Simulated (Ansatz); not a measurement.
## Electronic structure of MgO2 in real space

The calculation's input:

```
crystal:
  lattice:
    - [4.82861247, 0.0, 0.0]
    - [0.0, 4.82861247, 0.0]
    - [0.0, 0.0, 4.82861247]
  atoms:
    - { symbol: Mg, position: [0.0, 0.0, 0.0] }
    - { symbol: Mg, position: [0.5, 0.0, 0.5] }
    - { symbol: Mg, position: [0.5, 0.5, 0.0] }
    - { symbol: Mg, position: [0.0, 0.5, 0.5] }
    - { symbol: O, position: [0.58942444, 0.91057556, 0.08942444] }
    - { symbol: O, position: [0.91057556, 0.08942444, 0.58942444] }
    - { symbol: O, position: [0.08942444, 0.58942444, 0.91057556] }
    - { symbol: O, position: [0.41057556, 0.41057556, 0.41057556] }
    - { symbol: O, position: [0.58942444, 0.58942444, 0.58942444] }
    - { symbol: O, position: [0.91057556, 0.41057556, 0.08942444] }
    - { symbol: O, position: [0.08942444, 0.91057556, 0.41057556] }
    - { symbol: O, position: [0.41057556, 0.08942444, 0.91057556] }
hamiltonian:
  xc: lda
  pseudopotentials: { kind: paw }
kpoints:
  mp_grid: { grid: [6, 6, 6] }
scf:
  occupations: { method: fermi_dirac, width: 0.05 }
output:
  forces: true
  stress: true
  eigenvalues: true
  write_density: true
  write_potential: true
  elf: true
  volumetric_format: npy
```

Launched as:

```sh
ansatz run input.yaml --threads 2 --pin off --max-ram 5120MiB --backend cpu --events-out ev --progress --plain --runs-dir out
```

Below, planes, directions and counts refer to the conventional cell (a = 4.83 Å, b = 4.83 Å, c = 4.83 Å, α = 90.00°, β = 90.00°, γ = 90.00°).

Space group Pa-3; a structure from a database of computed crystals, not necessarily the ambient phase; not relaxed (largest force 0.6 eV/Å); computed pressure about −6 GPa in this cell.

Method: Kohn-Sham DFT of a periodic cell, LDA, Ansatz PAW in Ansatz.

The density is the valence pseudo-density of a PAW calculation; it isn't the true density close to the nuclei.

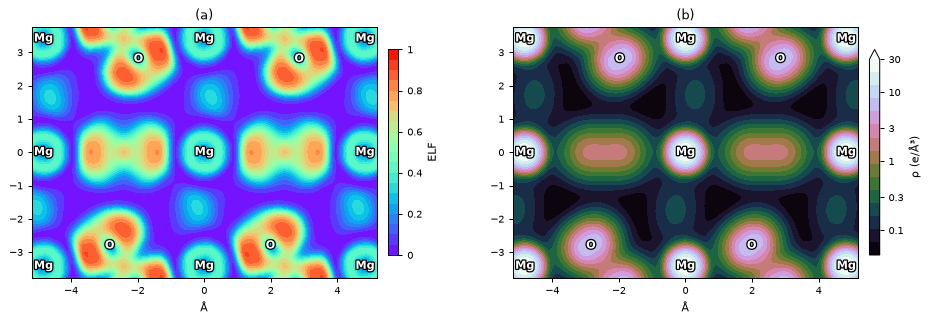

Figure 1. (a) ELF; (b) valence charge density (pseudo) on the (011) plane of the conventional cell.

### What do the fields say about this system?

The plane passes through Mg and O nuclei. Atoms just off the plane (O, 0.6 Å away) can leave unmarked features too. Mg–O (2.07 Å): ρ is about 0.37 e/Å³ halfway; the ELF peaks at about 0.90 in the valence shell of O, 0.8 Å from its nucleus, and is about 0.40 at the midpoint (a closed-shell, largely ionic contact). Between the atoms the lowest density in this plane is 0.04 e/Å³.

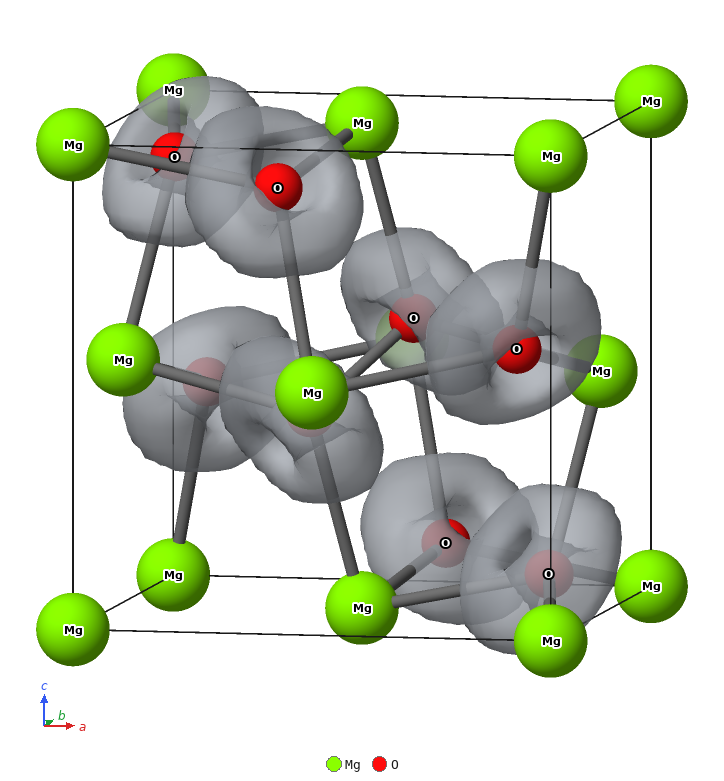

Figure 2. Isosurface of the electron localisation function at 0.75 (grey), seen slightly off an axis. Core shells and regions of very low density are left out. Sticks mark near contacts.

### What do the ELF domains correspond to?

At this value the surface marks out eight regions wrapped around O (the valence shell of each), counted in one cell of 12 atoms. Any copies at cell faces, edges or corners count once. Along the contacts the grid gives the following. O–O (1.50 Å): the ELF peaks at about 0.70 between the atoms.

### Metal or insulator at this level of theory?

It is gapped, with a Kohn–Sham gap of 3.8 eV on the k-point mesh, an upper bound to the gap of this method.
